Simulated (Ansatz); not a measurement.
# What a change does: band-structure calculation on MgTe

System: MgTe (P6₃mc, 4 atoms in the cell).
Method of run A: DFT, r2SCAN, plane waves, PAW, no spin polarisation (Ansatz 0.2.0).

The structure was built on a prototype by a generator. The geometry comes from this level: r2SCAN (a point of a series of strains). Text and figures count atoms from 1; the logs count them from 0 in places.

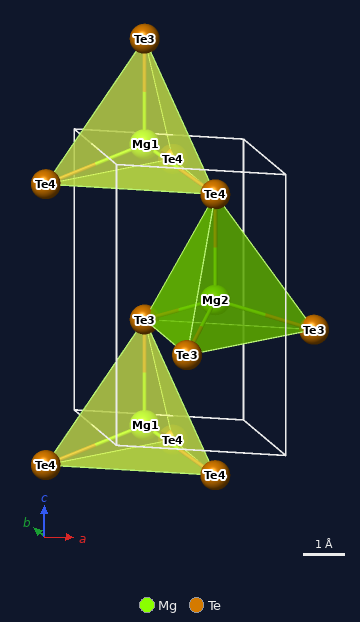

The input geometry (polyhedral view of the cell of the calculation, seen slightly off an axis; polyhedra are completed across the faces of the cell; atoms are numbered from 1 in the order of the input). An atom can appear more than once, as a periodic image.

## Input, run A
```yaml
crystal:
  lattice:
    - [4.39453022, 0.0, 0.0]
    - [-2.19726511, 3.8057748082, 0.0]
    - [0.0, 0.0, 7.1568856891]
  atoms:
    - { symbol: Mg, position: [0.3333333333, 0.6666666667, -0.0006080519] }
    - { symbol: Mg, position: [0.6666666667, 0.3333333333, 0.4993919481] }
    - { symbol: Te, position: [0.3333333333, 0.6666666667, 0.3756080519] }
    - { symbol: Te, position: [0.6666666667, 0.3333333333, 0.8756080519] }
kpoints:
  mp_grid: { grid: [6, 6, 4] }
  band_path:
    path:
      - [0.0, 0.0, 0.0]
      - [0.5, 0.0, 0.0]
      - [0.3333333333, 0.3333333333, 0.0]
      - [0.0, 0.0, 0.5]
      - [0.5, 0.0, 0.5]
      - [0.3333333333, 0.3333333333, 0.5]
      - [-0.010417, 0.005208, 0.0]
    npoints: 1
hamiltonian:
  xc: r2scan
scf:
  occupations: { method: fixed }
  n_extra_bands: 5
output:
  forces: true
  stress: true
  eigenvalues: true
```

Command:
```bash
ansatz run input.yaml --threads 2 --pin off --max-ram 29491MiB --backend cpu --events-out ev --progress --plain --runs-dir out
```

Hardware: 2 threads of AMD EPYC (Zen 3), 1656 GiB of memory available, shared host.

## Output, shortened to warnings, some set-up lines, iterations and results (run A)
```
Basis set: ecut = 500 eV, 3015 PW (Γ), exchange–correlation on 144×144×216 points (64 copies of the dense FFT grid, shifted against one another)
Symmetry: 12 space group operations
k-points: 21 of 144 (time reversal used)
Initial density: superposition of atomic densities (neutral atoms: chi_scale 0, normalization atom), corrected by the library's trained network
[...]
SCF iter   1: F=—  HF=-17846.386787 eV  |F-HF|=—  |Δ(HF+E_count)|=         —  Δρ=4.62e-3  dr2=1.06e-2  dr2_τ=5.05e-3  ethr=1.77e-3  ⟨swp⟩=5.0  Hψ=2361  notcnv=0  defer=59
SCF iter   2: F=—  HF=-17846.445464 eV  |F-HF|=—  |Δ(HF+E_count)|=   5.87e-2  Δρ=2.26e-3  dr2=4.87e-3  dr2_τ=7.33e-5  ethr=2.03e-5  ⟨swp⟩=3.1  Hψ=1542  notcnv=0  defer=62
SCF iter   3: F=—  HF=-17846.446357 eV  |F-HF|=—  |Δ(HF+E_count)|=   8.93e-4  Δρ=5.52e-4  dr2=5.19e-4  dr2_τ=1.58e-5  ethr=9.37e-6  ⟨swp⟩=2.2  Hψ=1223  notcnv=0  defer=62
SCF iter   4: F=—  HF=-17846.446408 eV  |F-HF|=—  |Δ(HF+E_count)|=   5.17e-5  Δρ=1.19e-4  dr2=1.97e-5  dr2_τ=2.38e-7  ethr=9.97e-7  ⟨swp⟩=2.0  Hψ=830  notcnv=0  defer=62
SCF iter   5: F=—  HF=-17846.446423 eV  |F-HF|=—  |Δ(HF+E_count)|=   1.48e-5  Δρ=3.06e-5  dr2=8.15e-7  dr2_τ=2.43e-8  ethr=3.80e-8  ⟨swp⟩=2.0  Hψ=1176  notcnv=0  defer=23
SCF iter   6: F=-17846.446424 eV  HF=-17846.446424 eV  |F-HF|=1.71e-8  |Δ(HF+E_count)|=   2.58e-7  Δρ=4.01e-6  dr2=2.32e-8  dr2_τ=2.98e-10  ethr=1.92e-10  ⟨swp⟩=12.2  Hψ=3874 …
SCF 1 converged in 6 iterations: F = -17846.446424 eV  dr2 = 2.32e-8
NSCF: frozen V_eff on 7 k-points
SCF converged after 6 iterations
Free energy (F): -17846.446424 eV
Harris-Foulkes:  -17846.446424 eV  (|F-HF|=1.71e-8)
Internal energy: -17846.446424 eV  (E = F + TS)
E sigma→0 (E₀):  -17846.446424 eV
Fermi energy:    5.302305 eV
--- Per-component energies (eV) ---
  E_band       = -1328.835930
  E_kinetic    = 516.346297
  E_local      = -6355.779121  (includes V_loc(G=0)·N_el)
  E_nonlocal   = -427.379589
  E_hartree    = 3048.289023
  E_xc         = -287.432272
  E_vxc        = -305.390833  (∫ρ·V_xc dr)
  E_paw        = -9966.733693  (= ΣΔE_a)
  E_vpaw       = -871.834262  (= ΣTr[D̂ρ^β])
  E_aug_tail   = -0.000080  (compensation charges beyond the density's cutoff)
  E_vtau       = 18.623958  (kinetic-family band-sum trace: ∫τ·v_τ [+ j·A + Jᵃ·Aᵃ] dr)
  E_ewald      = -4374.274283
  E_core_change = 0.517295  (= ΣΔE_core)
  E_smearing   = -0.000000  (= −TS)
  E_closure    = 0.000000  (closes the sum)
  Σ components = -17846.446424   (vs F -17846.446424, Δ=0.00e0)
--- Forces (eV/Å), atoms counted from 1 ---
  atom   1  Mg     0.00000000    -0.00000000     0.00132893
  atom   2  Mg     0.00000000     0.00000000     0.00132893
  atom   3  Te    -0.00000000     0.00000000    -0.00140537
  atom   4  Te     0.00000000    -0.00000000    -0.00140537
  max |Σ_I F_I| component: 1.53e-4 eV/Å
--- Stress (GPa, compression-positive) ---
        5.863043      -0.000000       0.000000
       -0.000000       5.863043      -0.000000
        0.000000       0.000000       5.864951
  P = ⅓ Tr σ = 5.8637 GPa (58.637 kbar)
```

The input of run B differs as follows (lines with − go, lines with + come):
```diff
-  xc: r2scan
+  xc: pbe
-  occupations: { method: fixed }
+  occupations: { method: fermi_dirac, width: 0.02 }
```

What does this change do to the results?

The total energies belong to different methods, so their difference says nothing on which is more stable or more accurate. The gap on the mesh goes from 3.60 to 3.04 eV. The pressure goes from 5.86 to 6.46 GPa. The functional changes from r2SCAN to PBE. The number of SCF iterations is the same. The default cutoff goes from 500 to 420 eV with the change. The plane waves at Γ go from 3015 to 2333. On the same kind of shared host run B took about 0.48 times as long.

## Output, shortened to warnings, some set-up lines, iterations and results (run B)
```
Basis set: ecut = 420 eV, 2333 PW (Γ), exchange–correlation on 60×60×96 points (8 copies of the dense FFT grid, shifted against one another)
Symmetry: 12 space group operations
k-points: 21 of 144 (time reversal used)
Initial density: superposition of atomic densities (neutral atoms: chi_scale 0, normalization atom), corrected by the library's trained network
[...]
SCF iter   1: F=—  HF=-17810.726414 eV  |F-HF|=—  |Δ(HF+E_count)|=         —  Δρ=6.78e-4  dr2=9.31e-4  ethr=1.77e-3  ⟨swp⟩=8.4  Hψ=3132  notcnv=0
SCF iter   2: F=—  HF=-17810.724326 eV  |F-HF|=—  |Δ(HF+E_count)|=   2.09e-3  Δρ=4.32e-4  dr2=4.44e-4  ethr=1.79e-6  ⟨swp⟩=3.2  Hψ=1602  notcnv=0  defer=17
SCF iter   3: F=—  HF=-17810.724292 eV  |F-HF|=—  |Δ(HF+E_count)|=   3.32e-5  Δρ=1.97e-4  dr2=3.61e-5  ethr=8.53e-7  ⟨swp⟩=2.7  Hψ=1107  notcnv=0  defer=17
SCF iter   4: F=—  HF=-17810.724249 eV  |F-HF|=—  |Δ(HF+E_count)|=   4.32e-5  Δρ=8.61e-5  dr2=8.77e-6  ethr=6.95e-8  ⟨swp⟩=2.0  Hψ=1109  notcnv=0  defer=17
SCF iter   5: F=—  HF=-17810.724249 eV  |F-HF|=—  |Δ(HF+E_count)|=   5.64e-7  Δρ=1.58e-5  dr2=4.03e-7  ethr=1.69e-8  ⟨swp⟩=2.0  Hψ=1134  notcnv=0  defer=17
SCF iter   6: F=-17810.724249 eV  HF=-17810.724249 eV  |F-HF|=7.23e-9  |Δ(HF+E_count)|=   4.42e-7  Δρ=4.04e-6  dr2=2.99e-8  ethr=1.92e-10  ⟨swp⟩=9.5  Hψ=3157  notcnv=0
SCF 1 converged in 6 iterations: F = -17810.724249 eV  dr2 = 2.99e-8
NSCF: frozen V_eff on 7 k-points
SCF converged after 6 iterations
Free energy (F): -17810.724249 eV
Harris-Foulkes:  -17810.724249 eV  (|F-HF|=7.23e-9)
Internal energy: -17810.724249 eV  (E = F + TS)
E sigma→0 (E₀):  -17810.724249 eV
Fermi energy:    7.087494 eV
--- Per-component energies (eV) ---
  E_band       = -1274.555117
  E_kinetic    = 517.326606
  E_local      = -6352.726498  (includes V_loc(G=0)·N_el)
  E_nonlocal   = -427.715523
  E_hartree    = 3046.288127
  E_xc         = -308.898900
  E_vxc        = -286.279026  (∫ρ·V_xc dr)
  E_paw        = -9910.723417  (= ΣΔE_a)
  E_vpaw       = -817.734259  (= ΣTr[D̂ρ^β])
  E_aug_tail   = -0.000362  (compensation charges beyond the density's cutoff)
  E_ewald      = -4374.274283
  E_smearing   = -0.000000  (= −TS)
  E_closure    = 0.000000  (closes the sum)
  Σ components = -17810.724249   (vs F -17810.724249, Δ=0.00e0)
--- Forces (eV/Å), atoms counted from 1 ---
  atom   1  Mg     0.00000000    -0.00000000    -0.00197623
  atom   2  Mg     0.00000000     0.00000000    -0.00197623
  atom   3  Te     0.00000000     0.00000000     0.00196372
  atom   4  Te    -0.00000000    -0.00000000     0.00196372
  max |Σ_I F_I| component: 2.50e-5 eV/Å
--- Stress (GPa, compression-positive) ---
        6.473289       0.000000       0.000000
        0.000000       6.473289       0.000000
        0.000000       0.000000       6.426151
  P = ⅓ Tr σ = 6.4576 GPa (64.576 kbar)
```

## The two runs side by side

| quantity | run A | run B |
| --- | --- | --- |
| outcome | converged | converged |
| free energy per atom (eV) | −4461.6116 | −4452.6811 |
| gap on the mesh (eV) | 3.60 | 3.04 |
| pressure (GPa) | 5.86 | 6.46 |
| largest force (eV/Å) | 0.001 | 0.002 |
| SCF iterations | 6 | 6 |
| irreducible k-points | 21 | 21 |
| plane waves at Γ | 3015 | 2333 |
| wall time (shared host) | 6.2 s | 3 s |

For run A: The cell is under a pressure of 5.9 GPa at this level, so it is not at its equilibrium volume. For run B: The cell is under a pressure of 6.5 GPa at this level, so it is not at its equilibrium volume.
